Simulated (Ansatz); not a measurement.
**HW₁₄Se₂₈ (cell with a defect): density, localisation and related maps**

The calculation's input:

```
crystal:
  lattice:
    - [8.3024667543, 2.8760588492, 0.0]
    - [-1.6604933509, -8.6281765479, 0.0]
    - [0.0, 0.0, -15.0438374863]
  atoms:
    - { symbol: W, position: [0.3333333333, 0.6666666667, 0.25] }
    - { symbol: W, position: [0.7619047619, 0.8095238095, 0.25] }
    - { symbol: W, position: [0.4761904762, 0.380952381, 0.25] }
    - { symbol: W, position: [0.1904761905, 0.9523809524, 0.25] }
    - { symbol: W, position: [0.9047619048, 0.5238095238, 0.25] }
    - { symbol: W, position: [0.619047619, 0.0952380952, 0.25] }
    - { symbol: W, position: [0.0476190476, 0.2380952381, 0.25] }
    - { symbol: W, position: [0.0952380952, 0.4761904762, 0.75] }
    - { symbol: W, position: [0.5238095238, 0.619047619, 0.75] }
    - { symbol: W, position: [0.2380952381, 0.1904761905, 0.75] }
    - { symbol: W, position: [0.9523809524, 0.7619047619, 0.75] }
    - { symbol: W, position: [0.6666666667, 0.3333333333, 0.75] }
    - { symbol: W, position: [0.380952381, 0.9047619048, 0.75] }
    - { symbol: W, position: [0.8095238095, 0.0476190476, 0.75] }
    - { symbol: Se, position: [0.0952380952, 0.4761904762, 0.1384570018] }
    - { symbol: Se, position: [0.5238095238, 0.619047619, 0.1384570018] }
    - { symbol: Se, position: [0.2380952381, 0.1904761905, 0.1384570018], spin: 0.143 }
    - { symbol: Se, position: [0.9523809524, 0.7619047619, 0.1384570018], spin: 0.143 }
    - { symbol: Se, position: [0.6666666667, 0.3333333333, 0.1384570018] }
    - { symbol: Se, position: [0.380952381, 0.9047619048, 0.1384570018] }
    - { symbol: Se, position: [0.8095238095, 0.0476190476, 0.1384570018], spin: 0.143 }
    - { symbol: Se, position: [0.3333333333, 0.6666666667, 0.6384570018] }
    - { symbol: Se, position: [0.7619047619, 0.8095238095, 0.6384570018] }
    - { symbol: Se, position: [0.4761904762, 0.380952381, 0.6384570018] }
    - { symbol: Se, position: [0.1904761905, 0.9523809524, 0.6384570018] }
    - { symbol: Se, position: [0.9047619048, 0.5238095238, 0.6384570018] }
    - { symbol: Se, position: [0.619047619, 0.0952380952, 0.6384570018] }
    - { symbol: Se, position: [0.0476190476, 0.2380952381, 0.6384570018] }
    - { symbol: Se, position: [0.0952380952, 0.4761904762, 0.3615429982] }
    - { symbol: Se, position: [0.5238095238, 0.619047619, 0.3615429982] }
    - { symbol: Se, position: [0.2380952381, 0.1904761905, 0.3615429982] }
    - { symbol: Se, position: [0.9523809524, 0.7619047619, 0.3615429982] }
    - { symbol: Se, position: [0.6666666667, 0.3333333333, 0.3615429982] }
    - { symbol: Se, position: [0.380952381, 0.9047619048, 0.3615429982] }
    - { symbol: Se, position: [0.8095238095, 0.0476190476, 0.3615429982] }
    - { symbol: Se, position: [0.3333333333, 0.6666666667, 0.8615429982] }
    - { symbol: Se, position: [0.7619047619, 0.8095238095, 0.8615429982], spin: 0.143 }
    - { symbol: Se, position: [0.4761904762, 0.380952381, 0.8615429982] }
    - { symbol: Se, position: [0.1904761905, 0.9523809524, 0.8615429982], spin: 0.143 }
    - { symbol: Se, position: [0.9047619048, 0.5238095238, 0.8615429982] }
    - { symbol: Se, position: [0.619047619, 0.0952380952, 0.8615429982] }
    - { symbol: Se, position: [0.0476190476, 0.2380952381, 0.8615429982], spin: 0.143 }
    - { symbol: H, position: [0.0, 0.0, 0.0], spin: 0.143 }
  host:
    lattice:
      - [3.3209867017, 0.0, 0.0]
      - [-1.6604933508, 2.8760588493, 0.0]
      - [0.0, 0.0, 15.0438374863]
    atoms:
      - { symbol: W, position: [0.6666666667, 0.3333333333, 0.75] }
      - { symbol: W, position: [0.3333333333, 0.6666666667, 0.25] }
      - { symbol: Se, position: [0.3333333333, 0.6666666667, 0.8615429982] }
      - { symbol: Se, position: [0.6666666667, 0.3333333333, 0.3615429982] }
      - { symbol: Se, position: [0.3333333333, 0.6666666667, 0.6384570018] }
      - { symbol: Se, position: [0.6666666667, 0.3333333333, 0.1384570018] }
basis:
  ecutwfc: 420
  xc_grid: 2
kpoints:
  mp_grid: { grid: [2, 2, 2], shift: [0.0, 0.0, 0.0] }
hamiltonian:
  xc: pbe
scf:
  occupations: { method: gaussian, width: 0.01 }
output:
  forces: true
  stress: false
  eigenvalues: true
  populations: true
  charged_corrections:
    defect_position: [0.0, 0.0, 0.0]
    epsilon: [[13.4591, 0.0, 0.0], [0.0, 13.4591, 0.0], [0.0, 0.0, 4.0467]]
  write_density: true
  write_potential: true
  elf: true
  volumetric_format: npy
magnetization:
  spin_polarized: true
relax:
  adjacent_minimum: "off"
  f_tol: 0.025
  max_steps: 45
```

Run with:

```sh
ansatz run input.yaml --threads 4 --pin off --max-ram 10240MiB --backend cpu --events-out ev --progress --plain --runs-dir out
```

The fields are those of the run's last geometry, not of the input's.

Spin-polarised.

Theory: DFT PBE, scalar-relativistic, plane waves, PAW in Ansatz 0.2.0.

Core electrons are frozen (PAW), and the valence fields are smoothed inside the atomic spheres.

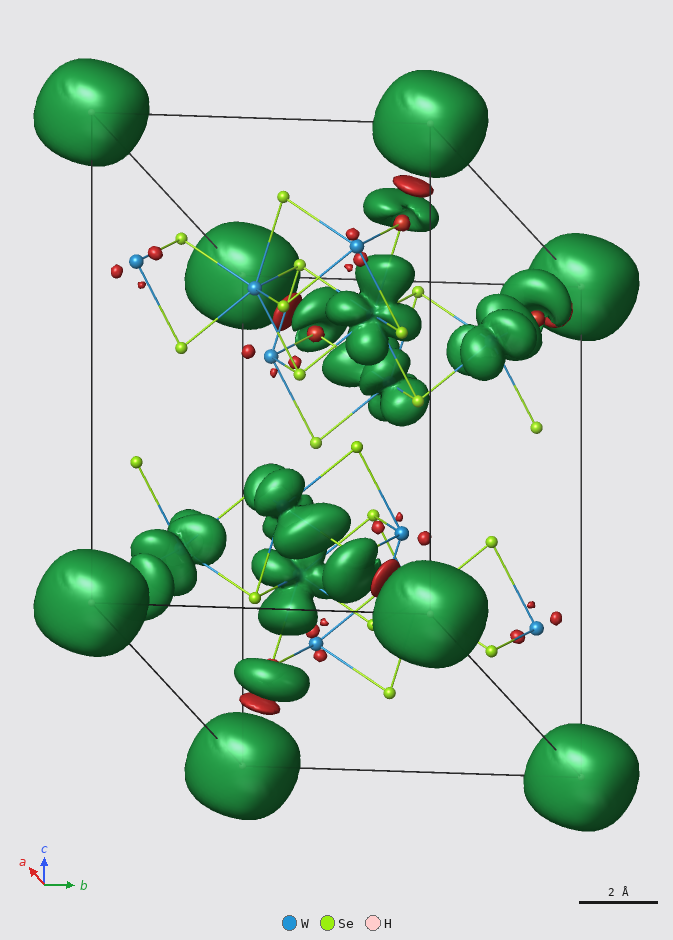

Figure 1. Isosurfaces of the spin density (up minus down) at +0.003 (green) and −0.003 e/Å³ (red), seen at an oblique angle. Sticks mark near contacts.

Describe the spin distribution.

The spin density sits on H: +0.6 μB in one cell of 43 atoms: with much of the spin spread outside that site. The cell of the calculation (43 atoms) carries 1.0 μB of net spin moment.

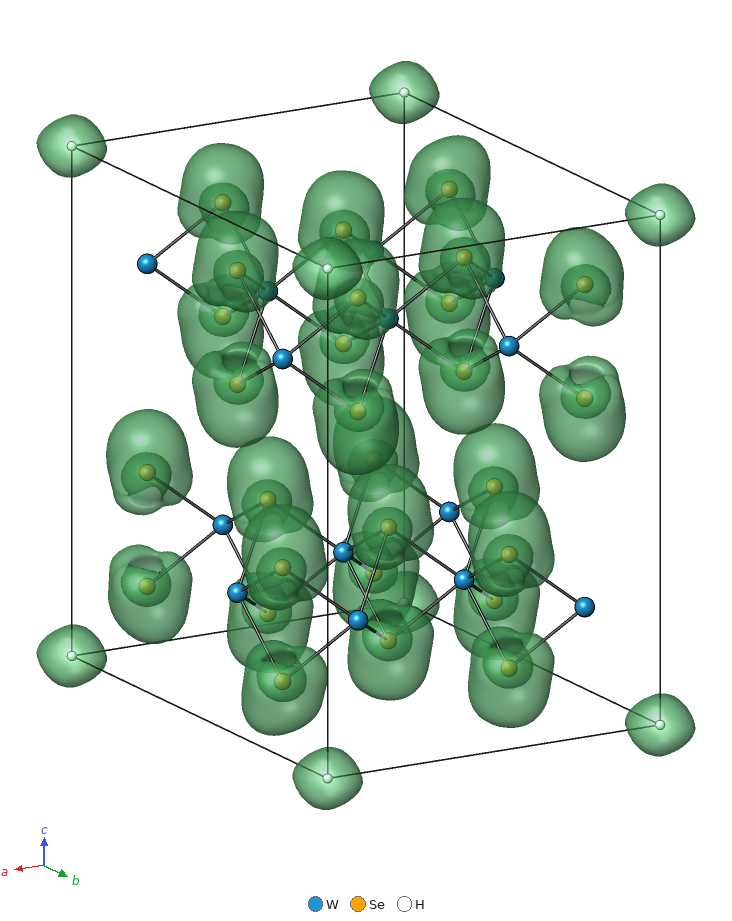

Figure 2. Isosurface of the ELF at 0.7 (green), seen at an oblique angle. Only the valence region is drawn (cores and ρ < 0.01 e/Å³ removed). Sticks mark near contacts.

Where are the electrons localised?

At this value the surface marks out one region around a hydrogen nucleus and 28 regions wrapped around Se (the valence shell of each), counted in one cell of 43 atoms. Regions shared between cells count once. Profiles from the grid: W–Se (2.55 Å): the ELF is about 0.55 at the midpoint. Se–H (2.71 Å): the ELF climbs to about 1 towards the hydrogen, as it does in any bond to H.

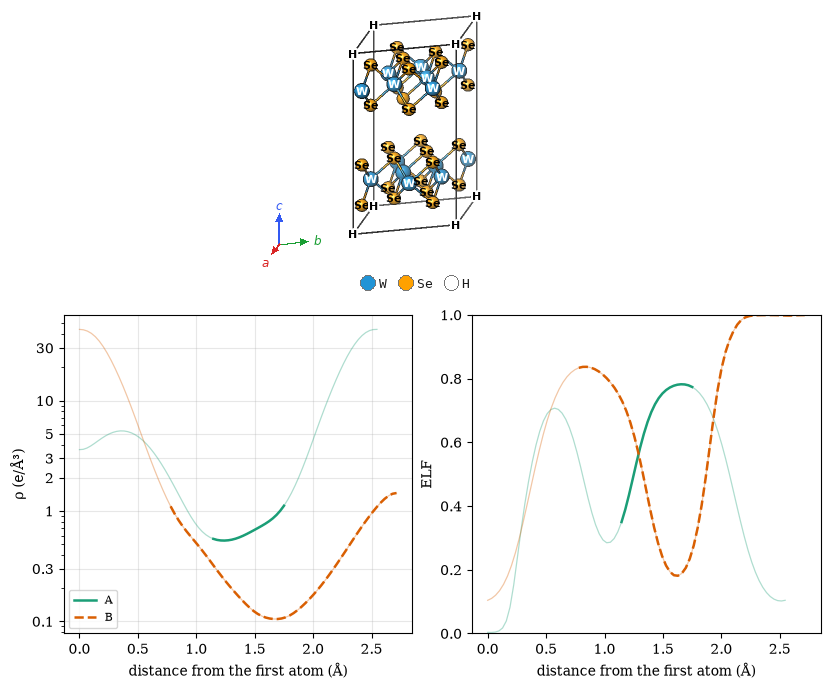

Figure 3. Valence pseudo-density and ELF along straight lines between neighbouring atoms. Thin, pale parts lie inside the atomic spheres. The structure is drawn too.

Which curve belongs to which contact (Se–H and W–Se)? The first atom named is at distance zero.

Curve A: W–Se (2.55 Å): ρ at the midpoint is about 0.54 e/Å³; the ELF is about 0.55 at the midpoint. Curve B: Se–H (2.71 Å): ρ is about 0.17 e/Å³ halfway; the ELF climbs to about 1 towards the hydrogen.

Does the calculation make it a metal, or give it a gap?

It is gapped, with a Kohn–Sham gap of 0.87 eV on the k-point mesh, an upper bound to the gap of this method.
